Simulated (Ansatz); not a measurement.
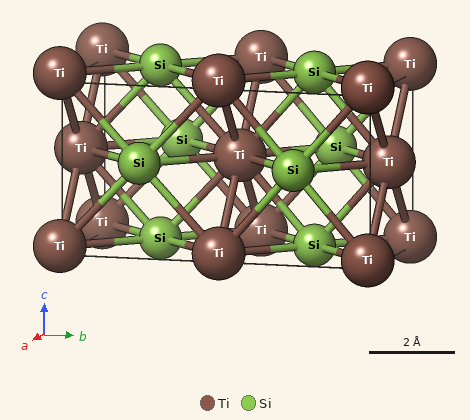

*The structure (ball-and-stick view of the cell of the calculation, seen slightly off an axis). An atom can appear more than once, as a periodic image.*

**TiSi: single-point calculation**

System: TiSi (Cmmm, 8 atoms in the cell).
Method: DFT PBEsol, scalar-relativistic, plane waves, PAW, no spin polarisation (Ansatz 0.2.0).

The structure derives from an entry of the Crystallography Open Database. It belongs to a series of runs on one base structure; here: mode 12 (228.4 1/cm) frozen in, largest displacement -0.060 A. Figures and captions count atoms from 1; the log counts them from 0 in places.

## What the program printed
```
Engine: ansatz 0.2.0, aarch64-unknown-linux-gnu
Pseudopotentials: kind: paw
Pseudopotential: Ti, paw, valence charge 12, recommended cutoff 420 eV (normal), Ti.paw.azcp
Pseudopotential: Si, paw, valence charge 4, recommended cutoff 420 eV (normal), Si.paw.azcp
Functional definition: PBEsol
  exchange = pbesol_x
  correlation = pbesol_c
Crystal: 8 atoms, lattice volume = 113.055 Å³
Basis set: ecut = 420 eV, 2177 PW (Γ), exchange–correlation on 50×108×60 points (8 copies of the dense FFT grid, shifted against one another)
Bands: 40, of which v1, the nominal top of the filled ones, is band 32 counted from 1 (31 counted from 0)
Symmetry: 16 space group operations
Space group: Cmmm (ITA 65), of the structure as read, at distance tolerance 4.8e-5 Å
k-points: 168 of 720
Non-local potential: Ti, projectors of the file, l = 0: 3, l = 1: 2, l = 2: 3, l = 3: 1
Non-local potential: Si, projectors of the file, l = 0: 2, l = 1: 2, l = 2: 2
PAW form: soft (Blöchl's): semilocal exchange-correlation on the pseudo side does not see the compensation charge
PAW frozen core: Ti, regenerated for the run's functional, and the local potential with it (the file was generated under x = pbe(κ = 0.804, μ = 0.2195149727645171), c = pbe(β = 0.06672455060314922))
PAW frozen core: Si, regenerated for the run's functional, and the local potential with it (the file was generated under x = pbe(κ = 0.804, μ = 0.2195149727645171), c = pbe(β = 0.06672455060314922))
PAW one-centre angular grid: Ti, 590 points (default); XC on 64 Gauss nodes
PAW one-centre angular grid: Si, 110 points (default); XC on 64 Gauss nodes
Initial density: superposition of atomic densities (neutral atoms: chi_scale 0, normalization atom), corrected by the library's trained network
Initial wavefunctions: pseudopotential atomic-orbital guess
Functional: x = pbesol(κ = 0.804, μ = 0.12345679012345678), c = pbesol(β = 0.046)
SCF iter   1: F=—  HF=-12386.506638 eV  |F-HF|=—  |Δ(HF+E_count)|=         —  Δρ=6.46e-3  dr2=3.25e-2  ethr=1.77e-3  ⟨swp⟩=5.9  Hψ=27569  notcnv=0
preconditioner: auto → Kerker (q_TF=auto, 2.481 Å⁻¹)  [metal: Δε(μ)=0.002 eV  Ē_g=5.345 eV  σ=0.150 eV  W_gap=0.01  n_scr=36 (ndim 8)  ℏωp=19.8 eV  f_vac=0.000  D(μ)=4.35/eV (n_scr^D=38)]
SCF iter   2: F=—  HF=-12386.497550 eV  |F-HF|=—  |Δ(HF+E_count)|=   9.09e-3  Δρ=2.85e-3  dr2=7.17e-3  ethr=5.07e-5  ⟨swp⟩=2.8  Hψ=12938  notcnv=0  defer=48
SCF iter   3: F=—  HF=-12386.495875 eV  |F-HF|=—  |Δ(HF+E_count)|=   1.68e-3  Δρ=8.20e-4  dr2=9.14e-4  ethr=1.12e-5  ⟨swp⟩=2.8  Hψ=11154  notcnv=0  defer=48
SCF iter   4: F=—  HF=-12386.495673 eV  |F-HF|=—  |Δ(HF+E_count)|=   2.01e-4  Δρ=7.33e-5  dr2=9.13e-6  ethr=1.43e-6  ⟨swp⟩=2.1  Hψ=8665  notcnv=0  defer=48
SCF iter   5: F=—  HF=-12386.495819 eV  |F-HF|=—  |Δ(HF+E_count)|=   1.46e-4  Δρ=1.98e-5  dr2=5.25e-7  ethr=1.43e-8  ⟨swp⟩=2.1  Hψ=9233  notcnv=0  defer=50
SCF iter   6: F=-12386.495819 eV  HF=-12386.495819 eV  |F-HF|=1.68e-8  |Δ(HF+E_count)|=   3.13e-8  Δρ=3.17e-6  dr2=2.44e-8  ethr=1.56e-10  ⟨swp⟩=12.0  Hψ=41484  notcnv=0
SCF 1 converged in 6 iterations: F = -12386.495819 eV  dr2 = 2.44e-8
  greatest PAW one-centre occupation: 0.999 electrons in one spin orbital (limit 2), on the Ti atom at site 3 (counted from 0), in its partial waves of l = 0
SCF converged after 6 iterations
Free energy (F): -12386.495819 eV
Harris-Foulkes:  -12386.495819 eV  (|F-HF|=1.68e-8)
Internal energy: -12386.446425 eV  (E = F + TS)
E sigma→0 (E₀):  -12386.471122 eV
Entropy (-TS):   -0.049395 eV (-6.174 meV/atom)
Fermi energy:    13.843091 eV
--- Per-component energies (eV) ---
  E_band       = -480.061479
  E_kinetic    = 1273.037063
  E_local      = -3790.856997  (includes V_loc(G=0)·N_el)
  E_nonlocal   = 141.384815
  E_hartree    = 1640.178432
  E_xc         = -616.667769
  E_vxc        = -688.112175  (∫ρ·V_xc dr)
  E_paw        = -6088.002693  (= ΣΔE_a)
  E_vpaw       = -695.871337  (= ΣTr[D̂ρ^β])
  E_aug_tail   = 0.000519  (compensation charges beyond the density's cutoff)
  E_ewald      = -4946.203576
  E_core_change = 0.683780  (= ΣΔE_core)
  E_smearing   = -0.049395  (= −TS)
  E_closure    = -0.000000  (closes the sum)
  Σ components = -12386.495819   (vs F -12386.495819, Δ=0.00e0)
--- Forces (eV/Å), atoms counted from 1 ---
  atom   1  Ti     0.00000000    -0.53761832     0.00000000
  atom   2  Ti     0.00000000    -0.53761832     0.00000000
  atom   3  Ti     0.00000000     0.53761832     0.00000000
  atom   4  Ti     0.00000000     0.53761832     0.00000000
  atom   5  Si     0.00000000    -0.00000000     0.00000000
  atom   6  Si    -0.00000000     0.00000000     0.00000000
  atom   7  Si     0.00000000     0.00000000     0.00000000
  atom   8  Si     0.00000000    -0.00000000     0.00000000
  max |Σ_I F_I| component: 1.11e-16 eV/Å
--- Stress (GPa, compression-positive) ---
        0.471265       0.000000       0.000000
       -0.000000       0.054664       0.000000
        0.000000       0.000000       0.515439
  P = ⅓ Tr σ = 0.3471 GPa (3.471 kbar)
--- Band table (eV; the first three rows and the last of 168) ---
  k-point 0: bands = ["-42.5423", "-42.5400", "-42.3769", "-42.3753", "-19.1403", "-19.1348", "-19.1258", "-19.0746", "-19.0623", "-19.0579", "-18.9455", "-18.9149", "-18.6124", "-18.6104", "-18.4958", "-18.4939", "1.8714", "3.2563", "7.2023", "8.0048", "8.8453", "9.8531", "10.0969", "10.2778", "10.9362", "11.2732", "12.0015", "12.2227", "12.4799", "12.5935", "12.8734", "12.9039", "13.4293", "14.3932", "14.5582", "15.5564", "15.6084", "16.0470", "16.2508", "16.3716"]
  k-point 1: bands = ["-42.5383", "-42.5360", "-42.3810", "-42.3793", "-19.1260", "-19.1213", "-19.1205", "-19.0706", "-19.0517", "-19.0473", "-18.9498", "-18.9188", "-18.6238", "-18.6217", "-18.5132", "-18.5111", "1.9605", "3.3213", "7.3020", "7.6113", "8.3150", "9.8830", "10.1792", "10.3455", "11.3509", "11.6110", "11.9729", "12.2729", "12.6376", "12.7725", "12.8218", "12.9784", "13.4745", "14.3759", "14.4278", "15.5187", "15.5445", "15.9175", "16.1905", "16.3459"]
  k-point 2: bands = ["-42.5266", "-42.5244", "-42.3928", "-42.3911", "-19.1082", "-19.0842", "-19.0786", "-19.0592", "-19.0206", "-19.0164", "-18.9622", "-18.9300", "-18.6567", "-18.6544", "-18.5632", "-18.5605", "2.2253", "3.5164", "6.7563", "7.3687", "7.5928", "9.9394", "10.4783", "10.5470", "11.5655", "11.9060", "12.4170", "12.5314", "12.7539", "12.8386", "13.1992", "13.5427", "13.6073", "13.8998", "14.5343", "15.3623", "15.3632", "15.4235", "15.8622", "16.0325"]
  k-point 167: bands = ["-42.4558", "-42.4558", "-42.4550", "-42.4550", "-19.2064", "-19.2064", "-19.2034", "-19.2034", "-19.0131", "-19.0131", "-19.0006", "-19.0006", "-18.5050", "-18.5050", "-18.5041", "-18.5041", "5.8553", "5.8553", "6.0725", "6.0725", "7.8532", "7.8532", "8.0256", "8.0256", "11.0119", "11.0119", "11.0266", "11.0266", "12.7302", "12.7302", "12.8148", "12.8148", "15.5637", "15.5637", "15.6027", "15.6027", "15.9860", "15.9860", "16.0343", "16.0343"]
```

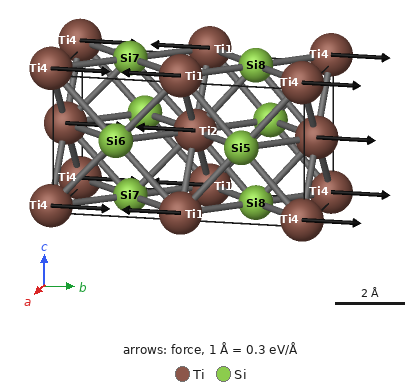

*Forces on the atoms as black arrows (ball-and-stick view of the cell of the calculation, seen slightly off an axis; atoms are numbered from 1 in the order of the input).*

The largest act on all 4 Ti atoms (0.54 eV/Å). The geometry is not a stationary point of this energy.

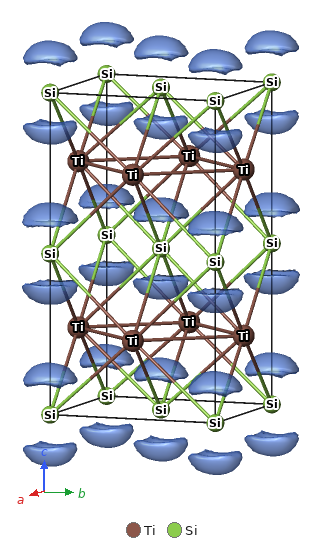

*Isosurface of the electron localisation function at 0.75 (blue), seen slightly off an axis. Only the valence region is drawn (cores and ρ < 0.01 e/Å³ removed). Sticks mark near contacts. The outline is the cell set on symmetry axes.*

Profiles from the grid: Ti–Si (2.57 Å): the ELF is about 0.35 at the midpoint. Ti–Ti (2.74 Å): the ELF is about 0.30 at the midpoint (no localised pair between them). Core electrons are frozen (PAW), so the fields are smoothed inside the atomic spheres.

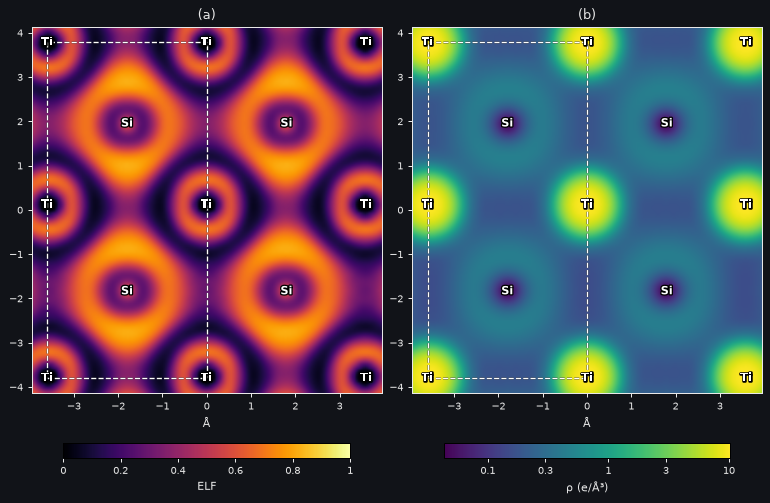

*(a) ELF; (b) valence electron density on the (010) plane of the conventional cell.*

The section cuts through Ti and Si sites. Ti–Si (2.57 Å): ρ at the midpoint is about 0.31 e/Å³; the ELF is about 0.35 at the midpoint. Ti–Si (2.66 Å): the density is about 0.28 e/Å³ at the midpoint; the ELF is about 0.40 at the midpoint. Away from the nuclei the density in this plane falls to 0.15 e/Å³ at its lowest. The strong features right at Ti lie inside the PAW spheres (semicore, d or f shells) and say nothing about bonding.

The run was set up as follows.

## The input
```yaml
crystal:
  lattice:
    - [3.600791691, 0.0, 0.0]
    - [0.0, 7.5785650265, 0.0]
    - [0.0, 0.0, 4.1428981957]
  atoms:
    - { symbol: Ti, position: [0.0, 0.5079170661, 0.05075] }
    - { symbol: Ti, position: [0.5, 0.5079170661, 0.55075] }
    - { symbol: Ti, position: [0.5, -0.0079170661, 0.55075] }
    - { symbol: Ti, position: [0.0, -0.0079170661, 0.05075] }
    - { symbol: Si, position: [0.0, 0.75, 0.55075] }
    - { symbol: Si, position: [0.0, 0.25, 0.55075] }
    - { symbol: Si, position: [0.5, 0.25, 0.05075] }
    - { symbol: Si, position: [0.5, 0.75, 0.05075] }
basis:
  ecutwfc: 420
kpoints:
  mp_grid: { grid: [12, 6, 10] }
hamiltonian:
  xc: pbesol
scf:
  occupations: { method: gaussian, width: 0.15 }
output:
  forces: true
  stress: true
  eigenvalues: true
  write_density: true
  write_potential: true
  elf: true
  volumetric_format: npy
```

Command:
```bash
ansatz run input.yaml --threads 2 --pin off --max-ram 5120MiB --backend cpu --events-out ev --progress --plain --runs-dir out
```

## Results in brief

| quantity | value |
| --- | --- |
| outcome | converged |
| space group (tolerance 0.01 Å) | Cmmm (65) |
| electrons treated | 64 |
| free energy | −12386.4958 eV |
| Fermi energy | 13.843 eV |
| gap on the k-point mesh | none (metallic) |
| pressure | 0.35 GPa |
| largest force (length of the vector) | 0.538 eV/Å |
| hardware | 2 threads of Arm Neoverse V2, 24 GiB of memory available, shared host |
| wall time | 24 s (CPU time 48 s) |
| peak memory | 0.75 GiB |
